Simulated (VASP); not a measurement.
# Band edges against the vacuum: BAs(110), part 3 of 3

Aim: ionisation energy and electron affinity of BAs(110), from a slab and a bulk run lined up through core potentials.

VASP 6.6.1; r2SCAN; plane waves and PAW (B, As).

So far, gap on the k-mesh (eV): step 3 (band edges of the bulk) 1.39.

## (5) Potential and states of the slab

A static run writes the electrostatic potential without exchange and correlation (LVHAR), which is flat in the vacuum and gives the level to count from. The dipole correction cancels the field that unlike faces would set up across the vacuum.

INCAR reads:

```
SYSTEM = BAs
PREC = Normal
ENCUT = 360
EDIFF = 1E-06
NELM = 120
ISMEAR = 0
SIGMA = 0.03
LREAL = Auto
ALGO = Normal
METAGGA = R2SCAN
LASPH = .TRUE.
NBANDS = 54
LORBIT = 11
LWAVE = .FALSE.
LCHARG = .TRUE.
KPAR = 4
IDIPOL = 3
LDIPOL = .TRUE.
DIPOL = 0.5 0.5 0.5
LVHAR = .TRUE.
LVACPOTAV = .TRUE.
NEDOS = 1500
```

POSCAR reads:

```
BAs
1.0
    3.3846662958      0.0000000000      0.0000000000
    0.0000000000      4.7866409796      0.0000000000
    0.0000000000      0.0000000000     29.5386651831
B As
9 9
Direct
    0.0000000000      0.0503507514      0.2828919902
    0.5000000000      0.4909867203      0.3270696486
    0.0000000000      0.9933196639      0.3854088561
    0.5000000000      0.4919788309      0.4424558109
    0.0000000000      0.9925220422      0.5000000000
    0.5000000000      0.4919788309      0.5575441891
    0.0000000000      0.9933196639      0.6145911439
    0.5000000000      0.4909867203      0.6729303514
    0.0000000000      0.0503507514      0.7171080098
    0.0000000000      0.7366627382      0.3275225513
    0.5000000000      0.2586475703      0.2645779230
    0.0000000000      0.7423731241      0.4425632893
    0.5000000000      0.2429747830      0.3846915774
    0.0000000000      0.7423731241      0.5574367107
    0.5000000000      0.2428895935      0.5000000000
    0.0000000000      0.7366627382      0.6724774487
    0.5000000000      0.2429747830      0.6153084226
    0.5000000000      0.2586475703      0.7354220770
```

KPOINTS reads:

```
Automatic mesh
0
Gamma
7 5 1
0 0 0
```

KPOINTS_OPT reads:

```
Line mode
14
Line-mode
Reciprocal
  0.00000000   0.00000000   0.00000000 GAMMA
  0.50000000   0.00000000   0.00000000 X

  0.50000000   0.00000000   0.00000000 X
  0.50000000   0.50000000   0.00000000 S

  0.50000000   0.50000000   0.00000000 S
  0.00000000   0.50000000   0.00000000 Y

  0.00000000   0.50000000   0.00000000 Y
  0.00000000   0.00000000   0.00000000 GAMMA

  0.00000000   0.00000000   0.00000000 GAMMA
  0.50000000   0.50000000   0.00000000 S
```

Potentials, in the order of the species: B and As (PBE family, release 64).

The run is started by

```sh
$ mpirun -np 4 vasp_std
```

Log:

```text
[... set-up lines as in an earlier step ...]
 entering main loop
       N       E                     dE             d eps       ncg     rms          rms(c)
DAV:   1     0.218702769988E+03    0.21870E+03   -0.23123E+04  1296   0.819E+02
DAV:   2    -0.175833524311E+03   -0.39454E+03   -0.37813E+03  1722   0.185E+02
DAV:   3    -0.210045568993E+03   -0.34212E+02   -0.33671E+02  1584   0.578E+01
DAV:   4    -0.211030323627E+03   -0.98475E+00   -0.98093E+00  1832   0.995E+00
DAV:   5    -0.211054508746E+03   -0.24185E-01   -0.24166E-01  1794   0.143E+00    0.146E+01
DAV:   6    -0.197313321544E+03    0.13741E+02   -0.55304E+00  1506   0.804E+00    0.844E+00
DAV:   7    -0.197049782374E+03    0.26354E+00   -0.20418E+00  1688   0.452E+00    0.191E+00
DAV:   8    -0.197036190154E+03    0.13592E-01   -0.15991E-01  1664   0.154E+00    0.560E-01
DAV:   9    -0.197039779744E+03   -0.35896E-02   -0.17314E-02  1784   0.431E-01    0.377E-01
DAV:  10    -0.197044238228E+03   -0.44585E-02   -0.29766E-03  1496   0.206E-01    0.128E-01
DAV:  11    -0.197046325298E+03   -0.20871E-02   -0.13997E-03  1584   0.140E-01    0.479E-02
DAV:  12    -0.197047273271E+03   -0.94797E-03   -0.28053E-04  1648   0.535E-02    0.313E-02
DAV:  13    -0.197048535355E+03   -0.12621E-02   -0.40119E-04  1610   0.587E-02    0.191E-02
DAV:  14    -0.197048955891E+03   -0.42054E-03   -0.86106E-05  1680   0.284E-02    0.117E-02
DAV:  15    -0.197049280541E+03   -0.32465E-03   -0.49716E-05  1630   0.216E-02    0.446E-03
DAV:  16    -0.197049368441E+03   -0.87900E-04   -0.10766E-05  1456   0.994E-03    0.406E-03
DAV:  17    -0.197049420150E+03   -0.51709E-04   -0.10282E-05  1416   0.913E-03    0.240E-03
DAV:  18    -0.197049443307E+03   -0.23157E-04   -0.35738E-06  1298   0.694E-03    0.120E-03
DAV:  19    -0.197049462552E+03   -0.19245E-04   -0.30069E-06  1282   0.683E-03    0.137E-03
DAV:  20    -0.197049466092E+03   -0.35395E-05   -0.12761E-06  1168   0.554E-03    0.769E-04
DAV:  21    -0.197049470640E+03   -0.45484E-05   -0.43161E-07  1108   0.318E-03    0.300E-04
DAV:  22    -0.197049474554E+03   -0.39138E-05   -0.55561E-07  1224   0.326E-03    0.247E-04
DAV:  23    -0.197049475419E+03   -0.86566E-06   -0.13869E-07  1018   0.184E-03
 -----------------------------------------------------------------------------
|                                                                             |
|           W    W    AA    RRRRR   N    N  II  N    N   GGGG   !!!           |
|           W    W   A  A   R    R  NN   N  II  NN   N  G    G  !!!           |
|           W    W  A    A  R    R  N N  N  II  N N  N  G       !!!           |
|           W WW W  AAAAAA  RRRRR   N  N N  II  N  N N  G  GGG   !            |
|           WW  WW  A    A  R   R   N   NN  II  N   NN  G    G                |
|           W    W  A    A  R    R  N    N  II  N    N   GGGG   !!!           |
|                                                                             |
|     Did not find any points to average over, which means that no vacuum     |
|     field-free region was found. Please increase the size of  your cell     |
|     in the dimension of the dipole correction to obtain accurate            |
|     workfunction values.                                                    |
|                                                                             |
 -----------------------------------------------------------------------------

   1 F= -.19704948E+03 E0= -.19704948E+03  d E =-.122381E-10
 Start KPOINTS_OPT (optional k-point list driver)
k-point batch [1-12\70]
       N       E                     dE             ncg
DAV:   1    -0.155426835434E+03   -0.87633E+04     1296
DAV:   2    -0.480237381845E+04   -0.46469E+04     1712
DAV:   3    -0.521752245515E+04   -0.41515E+03     1544
DAV:   4    -0.522920452612E+04   -0.11682E+02     1824
DAV:   5    -0.522945500561E+04   -0.25048E+00     1706
DAV:   6    -0.522946509203E+04   -0.10086E-01     1864
DAV:   7    -0.522946543627E+04   -0.34424E-03     1712
DAV:   8    -0.522946545467E+04   -0.18405E-04     1808
DAV:   9    -0.522946545560E+04   -0.92604E-06     1224
[...]
k-point batch [61-70\70]
       N       E                     dE             ncg
DAV:   1     0.103177295251E+02   -0.15403E+05     1080
DAV:   2    -0.384360700424E+04   -0.38539E+04     1466
DAV:   3    -0.415728073643E+04   -0.31367E+03     1298
DAV:   4    -0.416478443430E+04   -0.75037E+01     1504
DAV:   5    -0.416496080165E+04   -0.17637E+00     1440
DAV:   6    -0.416496785221E+04   -0.70506E-02     1496
DAV:   7    -0.416496816940E+04   -0.31720E-03     1464
DAV:   8    -0.416496818492E+04   -0.15515E-04     1464
DAV:   9    -0.416496818567E+04   -0.75698E-06     1088
```

It took 6.1 min on 4 MPI ranks of Intel Xeon Platinum 8488C (Sapphire Rapids), shared host; peak memory 1.6 GiB.

From OUTCAR (step 5):

```text
   NELECT =      72.0000    total number of electrons

 dipolmoment           0.000000      0.000000     -0.000000 electrons x Angstroem

 E-fermi :   0.5584

 k-point     1 :       0.0000    0.0000    0.0000
  band No.  band energies     occupation
    ...
     32      -0.1770      2.00000
     33       0.1074      2.00000
     34       0.1986      2.00000
     35       0.3426      2.00000
     36       0.4329      2.00000
     37       2.2065      0.00000
     38       2.4015      0.00000
     39       2.4686      0.00000
     40       2.8727      0.00000
     41       3.0314      0.00000
    ...

  Total       -2.4684066      0.6066530     -1.0261678      0.0000000      0.0000000      0.0000000
  in kB       -8.2639884      2.0310162     -3.4355114      0.0000000      0.0000000      0.0000000
  external PRESSURE =      -3.2228279 kB  Pullay stress =       0.0000000 kB

 POSITION                                       TOTAL-FORCE (eV/Angst)
 -----------------------------------------------------------------------------------
      0.00000      0.24101      8.35625        -0.000000      0.016714      0.003078
      1.69233      2.35018      9.66120        -0.000000      0.019829      0.014995
      0.00000      4.75466     11.38446         0.000000     -0.015688      0.019199
      1.69233      2.35493     13.06955        -0.000000     -0.000523     -0.001923
      0.00000      4.75085     14.76933        -0.000000      0.012695      0.000000
      1.69233      2.35493     16.46911        -0.000000     -0.000523      0.001923
      0.00000      4.75466     18.15420         0.000000     -0.015688     -0.019199
      1.69233      2.35018     19.87746         0.000000      0.019829     -0.014995
      0.00000      0.24101     21.18241        -0.000000      0.016714     -0.003078
      0.00000      3.52614      9.67458        -0.000000     -0.012595      0.019316
      1.69233      1.23805      7.81528        -0.000000     -0.016062      0.000519
      0.00000      3.55347     13.07273         0.000000     -0.000132      0.017343
      1.69233      1.16303     11.36328         0.000000      0.009501      0.027183
      0.00000      3.55347     16.46594         0.000000     -0.000132     -0.017343
      1.69233      1.16263     14.76933        -0.000000     -0.014787      0.000000
      0.00000      3.52614     19.86409        -0.000000     -0.012595     -0.019316
      1.69233      1.16303     18.17539         0.000000      0.009501     -0.027183
      1.69233      1.23805     21.72339        -0.000000     -0.016062     -0.000519
 -----------------------------------------------------------------------------------
    total drift:                                0.000000      0.139464      0.000013

  FREE ENERGIE OF THE ION-ELECTRON SYSTEM (eV)
  ---------------------------------------------------
  free  energy   TOTEN  =      -197.0494754194 eV

  energy  without entropy=     -197.0494754194  energy(sigma->0) =     -197.04947542

 vacuum level on the upper side and lower side of the slab         5.696         5.696

[... 8 parts as in an earlier step ...]

[... 9 further parts left out ...]
```

This step gave:

```yaml
electronic_steps: 23
fermi_energy: 0.5584 eV
least_gap_on_mesh_and_path: 0.5191 eV
least_direct_gap_on_mesh_and_path: 1.744 eV
vacuum_levels: 5.696, 5.696 eV
ionisation_potentials_of_the_upper_and_lower_face: 5.263, 5.263 eV
electron_affinities_of_the_upper_and_lower_face: 4.744, 4.744 eV
```

Electronic bands along the path, in eV, zero at the valence-band top; v1 is the highest filled band, c1 the lowest empty one:

```tsv
point	v4	v3	v2	v1	c1	c2	c3	c4
Γ	-0.33	-0.23	-0.09	0.00	1.77	1.97	2.04	2.44
X	-2.66	-2.41	-1.41	-1.22	0.52	0.57	1.86	2.12
S	-1.95	-1.90	-1.15	-0.95	1.25	1.46	3.54	3.70
Y	-1.81	-1.74	-1.09	-1.04	1.17	1.30	2.41	2.90
Γ	-0.33	-0.23	-0.09	0.00	1.77	1.97	2.04	2.44
S	-1.95	-1.90	-1.15	-0.95	1.25	1.46	3.54	3.70
```

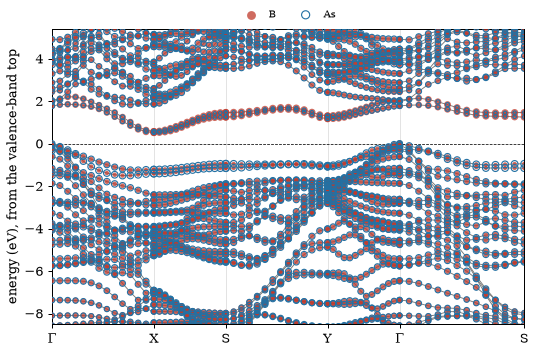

Electronic bands along the path; dots are coloured as in the legend, and their area grows with the weight.

The planar average of the electrostatic potential oscillates, so the rows of the table below give means over windows of 1.69 Å about each position, cut where the curve ends. Its maxima inside the range that stand out by 2 % of the span (Å: eV): 8.8: -3.14, 10.6: -2.32, 12.2: -2.21, 13.9: -2.28, 15.6: -2.28, 17.3: -2.21, 19.0: -2.32, 20.8: -3.14. Its minima: 8.1: -7.09, 9.5: -8.03, 11.2: -8.03, 13.2: -8.02, 15.0: -8.03, 16.4: -8.02, 18.4: -8.03, 20.0: -8.03, 21.4: -7.09.

Zero at the Fermi level. The planar average of the electrostatic potential by height; means over each step:

```tsv
height (Å)	planar average of the electrostatic potential (eV)
0.84	5.14
2.54	5.14
4.23	5.14
5.92	4.81
7.61	-3.21
9.30	-6.06
10.99	-5.94
12.68	-5.94
14.37	-5.97
16.05	-5.96
17.75	-5.93
19.44	-5.94
21.12	-5.18
22.82	2.30
24.51	5.11
26.20	5.14
27.89	5.14
```

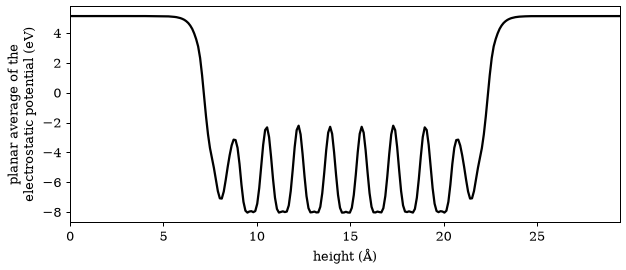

Planar average of the electrostatic potential, plotted against height.

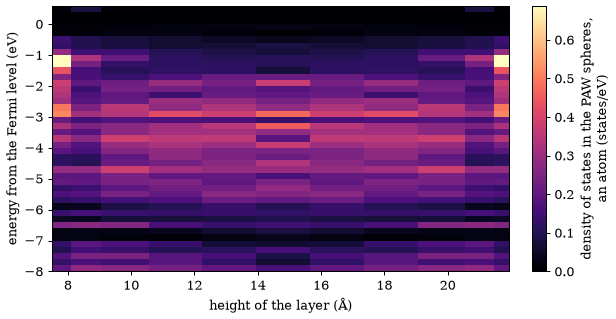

Density of states in the PAW spheres, an atom over height of the layer and energy from the Fermi level.

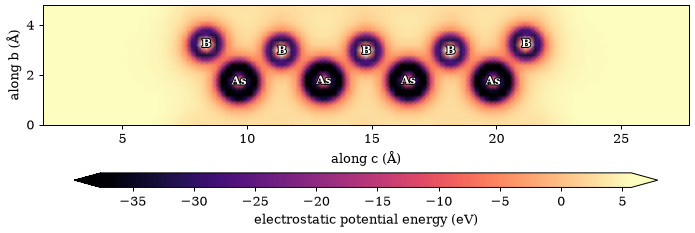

Electrostatic potential energy in the cb plane at fractional x = 0.000, with atoms of B and As within 0.2 Å of it. With pseudopotentials it is smooth inside the atoms' cores, unlike the true potential. The map starts off the cell's origin, so that atoms lie inside it. The far vacuum is left out of the map.

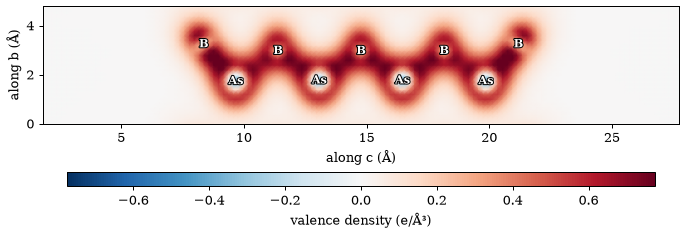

Valence density in the cb plane at fractional x = 0.000, with atoms of B and As within 0.2 Å of it. It is the smooth field of the valence electrons, not physical close to the nuclei. The map starts off the cell's origin, so that atoms lie inside it. The far vacuum is left out of the map.

The map of layer states is cut here 0.5 eV above the Fermi level, so it leaves out the states above that.

The vacuum level lies 5.26 eV above the highest filled level at the upper face; both faces agree, as the slab has next to no dipole.

The program found no field-free point at its default tolerance, but its printed level agrees with the flat part of the planar average.

## (6) Lining up bulk and slab

This step: band edges against the vacuum, r2SCAN; plane waves and PAW (VASP 6.6.1).

Derived from the runs above.

This step gave:

```
ionisation energy       : 5.195 eV
offset spread           : 0.03070 eV
bulk gap                : 1.387 eV
slab gap                : 0.5191 eV
electron affinity       : 3.808 eV
buckling                : 0.5410 Å
tilt                    : 28.48 degree
surface energy, relaxed : 1.598 J/m²
```

The averaged core potentials of the four middle atoms lie -5.455 eV from those of the bulk run. The bulk valence top (5.957 eV), moved by that offset, is taken from the upper vacuum level (5.696 eV).

## (7) Summary of results

* ionisation energy: 5.19 eV
* electron affinity: 3.81 eV
* buckling: 0.541 Å
* surface energy, relaxed: 1.60 J/m²

What this shows: The bulk valence-band top lies 5.19 eV below the vacuum of BAs(110), and the conduction-band bottom 3.81 eV. The top layer buckles by 0.54 Å, a tilt of 28°, with As outermost, as the anion takes the dangling-bond electrons and the cation flattens towards sp². The surface costs 1.60 J/m². The slab's least gap is 0.52 eV, against 1.39 eV in the bulk. Confinement widens it, surface states can narrow it, and the two gaps need not lie at the same wave vector; the faces' own affinities count to the slab's lowest empty state. The offsets of the four middle atoms spread by 0.03 eV; a shift common to all four would not show in it. The bulk edges are read on a mesh, so a band minimum between its points makes the gap too large and the affinity too small. One thickness was run. Semilocal band edges put the valence top too high and the gap too small. Spin-orbit coupling, left out here, would raise the valence top further.

Comparison with the measured values:

```
                         quantity  measured           r2SCAN
           lattice constant a (Å)    4.7741   4.787 (+0.3 %)
band gap (gap on the k-mesh) (eV)      1.82  1.39 (-0.43 eV)
```

Measured values from arxiv:1906.04101 (2019) and arxiv:1911.11281 (2019).

**Verdict.** The lattice constant a is off by +0.3 %: good agreement. The band gap is off by -0.43 eV. Local and semilocal functionals usually give gaps below the measured ones. The computed gap is read on a k-mesh, which can miss the band edges. An optical gap can lie under the band gap by the exciton's binding. Zero-point and thermal motion shift the measured gap. The grades are ours: good and fair within 0.7 and 1.5 % for the lattice constant a. Zero-point motion and thermal expansion (measured at up to 100 K) are not in the computed lattice constants.

[Lines on the potential files, build, host, timing and source positions are cut from VASP's logs without a mark.]

[Logs are printed without paths, hosts, clocks, repeated set-up lines and the standing remarks that a program may print on its own settings, such as how far it seeks lower states.]

[Hosts, paths, dates, database ids (printed as entryN), source tags and the programs' standing remarks are cut or masked in the printed files.]

[Runs that stopped without an error message from VASP are left out.]
